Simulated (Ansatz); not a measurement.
Input

```
crystal:
  lattice:
    - [0.0, 3.059, 3.059]
    - [3.059, 0.0, 3.059]
    - [3.059, 3.059, 0.0]
  atoms:
    - { symbol: Sb, position: [0.749499, 0.741686, 0.75242] }
    - { symbol: Ga, position: [-0.002869, 0.009986, 0.001218] }
hamiltonian:
  xc: pbe
  pseudopotentials: { kind: paw }
kpoints:
  mp_grid: { grid: [8, 8, 8] }
scf:
  occupations: { method: fermi_dirac, width: 0.05 }
output:
  forces: true
  stress: true
  eigenvalues: true
  write_density: true
  write_potential: true
  elf: true
  volumetric_format: npy
```

Launched as:

```sh
ansatz run input.yaml --threads 1 --pin off --max-ram 2560MiB --backend cpu --events-out ev --progress --plain --runs-dir out
```

Below, planes, directions and counts refer to the conventional cell (a = 7.49 Å, b = 4.33 Å, c = 4.33 Å, α = 90.00°, β = 125.26°, γ = 90.00°).

Space group Cm; changed on purpose from its base cell (atoms moved at random by about 0.05 A); not relaxed (largest force 0.6 eV/Å); computed pressure about 2 GPa in this cell.

These are results of Kohn-Sham DFT of a periodic cell, PBE, Ansatz PAW in Ansatz 0.2.0, not measurements.

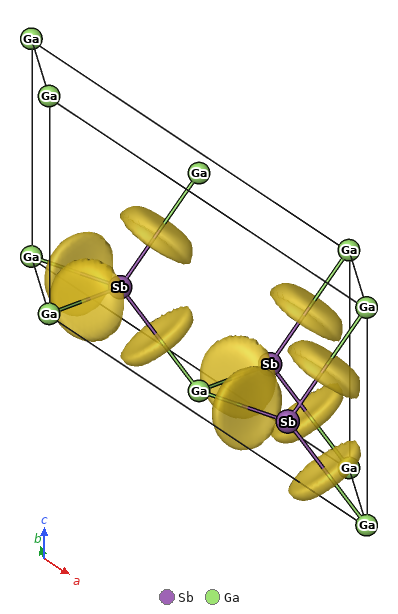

GaSb. Isosurface of the electron localisation function at 0.6 (yellow), seen at an oblique angle. Only the valence region is drawn (cores and ρ < 0.01 e/Å³ removed). Sticks mark near contacts.

Core electrons are frozen (PAW), and the valence fields are smoothed inside the atomic spheres.

Question: What do the ELF domains correspond to?

Answer: The surface consists of eight regions between bonded Ga–Sb atoms (shared pairs), counted in one cell of 4 atoms. Regions shared between cells count once.

Values along the shortest contacts:
Ga–Sb (2.58 Å): the ELF peaks at about 0.70 between the atoms. Ga–Sb (2.65 Å): the ELF peaks at about 0.70 between the atoms.
